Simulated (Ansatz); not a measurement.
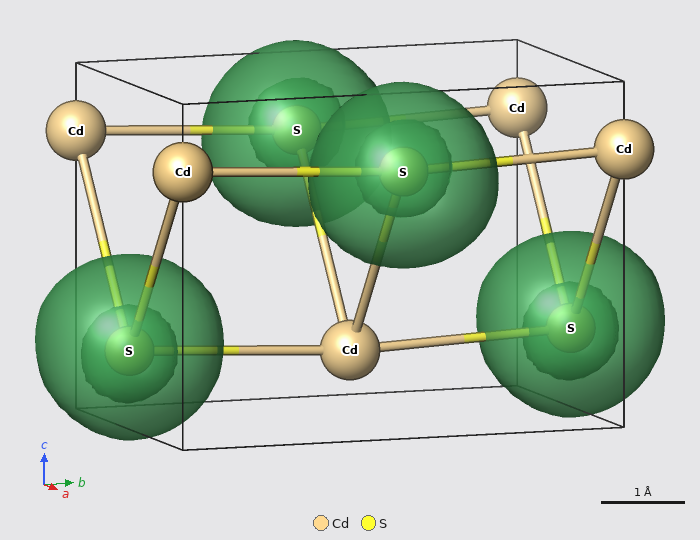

The picture shows: CdS. Isosurface of the ELF at 0.75 (green), seen slightly off an axis. Core shells and regions of very low density are left out. Sticks mark near contacts.

Space group Pmmn; a structure from a database of computed crystals, not necessarily the ambient phase; changed on purpose from its base cell (strained and moved within the space group); not relaxed (largest force 0.4 eV/Å); computed pressure about −3 GPa in this cell.

Theory: DFT PBE, scalar-relativistic, plane waves, PAW (Ansatz).

Core electrons are frozen (PAW), and the valence fields are smoothed inside the atomic spheres.

Question: What do the ELF domains correspond to?

Answer: At this value the surface marks out two regions wrapped around S (the valence shell of each), counted in one cell of 4 atoms. Any copies at cell faces, edges or corners count once.

Values along the shortest contacts:
Cd–S (2.61 Å): the ELF peaks at about 0.85 in the valence shell of S, 0.8 Å from its nucleus, and drops to about 0.15 between the two atoms. Cd–S (2.85 Å): the ELF peaks at about 0.85 in the valence shell of S, 0.9 Å from its nucleus, and drops to about 0.10 between the two atoms.
